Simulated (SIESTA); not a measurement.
# ZrB$_{2}$: 7 runs along one coordinate

System: ZrB$_{2}$ (3 atoms in the cell).
Method: Kohn-Sham DFT of a periodic cell, PBEsol, PseudoDojo 0.4 standard, converted to PSML, no spin polarisation (SIESTA 5.4.2).

The 7 runs differ only in the geometry, by an even scaling of the cell at fixed fractional positions. The structure derives from an entry of the Crystallography Open Database.

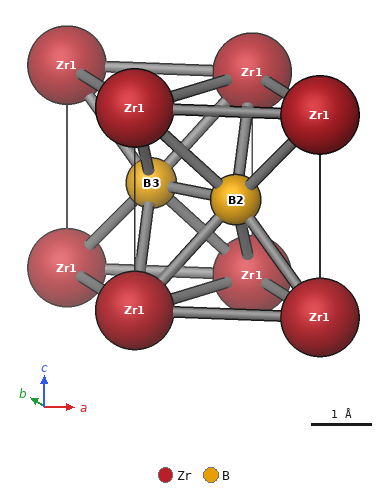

Figure 1. The structure of run 4 (ball-and-stick view of the cell of the calculation, seen slightly off an axis; atoms are numbered from 1 in the order of the input). An atom can appear more than once, as a periodic image.

### Input of run 4
```
SystemName                      ZrB2
SystemLabel                     ZrB2
NumberOfSpecies                 2
NumberOfAtoms                   3
%block ChemicalSpeciesLabel
  1  40 Zr
  2   5 B
%endblock ChemicalSpeciesLabel

LatticeConstant                 1.0 Ang
%block LatticeVectors
     3.1700000000     0.0000000000     0.0000000000
    -1.5850000000     2.7453005300     0.0000000000
     0.0000000000     0.0000000000     3.5330000000
%endblock LatticeVectors
AtomicCoordinatesFormat         Fractional
%block AtomicCoordinatesAndAtomicSpecies
     0.0000000000     0.0000000000     0.0000000000  1  Zr
     0.6666666667     0.3333333333     0.5000000000  2  B
     0.3333333333     0.6666666667     0.5000000000  2  B
%endblock AtomicCoordinatesAndAtomicSpecies

%block kgrid.MonkhorstPack
   10   0   0  0.0
    0  10   0  0.0
    0   0   8  0.0
%endblock kgrid.MonkhorstPack
XC.Functional                   GGA
XC.Authors                      PBEsol
PAO.BasisSize                   DZP
PAO.EnergyShift                 0.003 Ry
Mesh.Cutoff                     800 Ry
OccupationFunction              FD
ElectronicTemperature           0.05 eV
MaxSCFIterations                120
SCF.MustConverge                false
SCF.Mixer.Method                Pulay
SCF.Mixer.Weight                0.25
SCF.Mixer.History               8
SCF.DM.Tolerance                5.0e-05
SCF.H.Tolerance                 1.0e-03 eV
WriteForces                     true
Charge.Mulliken                 end
Charge.Hirshfeld                end
Charge.Voronoi                  end
SaveRho                         true
SaveElectrostaticPotential      true
%block PAO.Basis
  Zr 5
  n=4 0 2
    3.497 0.000
  n=5 0 2
    8.986 0.000
  n=4 1 2
    4.065 0.000
  n=5 1 1
    8.986
  n=4 2 2
    7.326 0.000
%endblock PAO.Basis
```

Command:
```bash
siesta ZrB2.fdf > ZrB2.out 2>&1
```

Run 6 has the same physical settings and fractional positions; its lattice vectors (Å) are:
```
   3.211715    0.000000    0.000000
  -1.605858    2.781427    0.000000
   0.000000    0.000000    3.579492
```

### Results, with one run withheld

```tsv
run	volume per atom (Å³)	free energy per atom, from the lowest run given (meV)	pressure (GPa)
1	9.634	19.64	13.68
2	9.839	6.11	7.59
3	10.044	0.00	2.09
4	10.249	0.51	−2.81
5	10.454	6.99	−7.25
6	10.659	?	?
7	10.864	35.86	−15.03
```

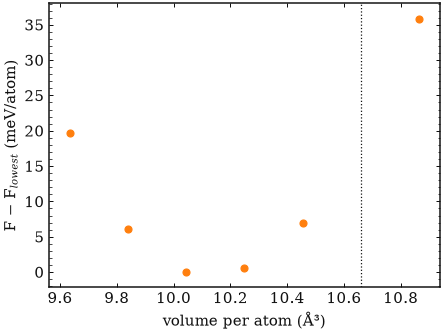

Figure 2. Free energy per atom of the runs given; the dotted line marks run 6.

Fit the runs given and predict run 6.

A cubic polynomial in V^(−2/3) (the Birch–Murnaghan form), fitted to the 6 runs given, misses them by at most 0.02 meV per atom. With x = V^(−2/3) − 0.21307 Å⁻², it reads F = −0.46285 − 410.51 x + 3.8359e+05 x² − 38410 x³ (meV per atom). At run 6 it gives 18.97 meV per atom, and the run itself gives 18.94. The slope of the fit gives a pressure −dF/dV of −11.34 GPa there, and the run prints −11.34 GPa. The fit has its minimum at 10.129 Å³ per atom, where V d²F/dV² gives 246 GPa. Cell shape and fractional positions are held, so this is the stiffness under even scaling; the relaxed bulk modulus wasn't computed.

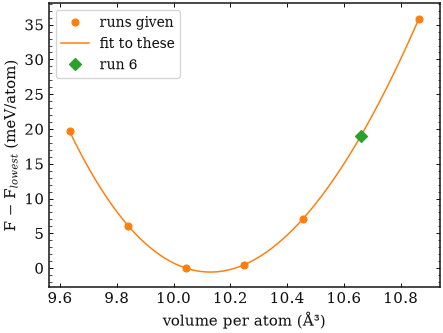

Figure 3. The fit and the withheld run.

### Some lines of the output (run 6)
```
[...]
outcell: Cell volume (Ang**3)        :     31.9761
stepf: Fermi-Dirac step function
siesta: Etot    =     -1537.260689
siesta: FreeEng =     -1537.263955
        iscf     Eharris(eV)        E_KS(eV)     FreeEng(eV)     dDmax    Ef(eV) dHmax(eV)
siesta: E_KS(eV) =            -1539.3152
siesta: E_KS - E_eggbox =     -1539.3152
siesta: Etot    =     -1539.315203
siesta: FreeEng =     -1539.318338
siesta:         Fermi =      -7.591466
siesta: Cell volume =         31.976147 Ang**3
    Orbital volume contribution        =           3.789755 eV
```

Notes: Points of doubt noted for this run: mulliken charges of long orbitals. With a small basis of atomic orbitals these values can differ much from converged plane-wave results.
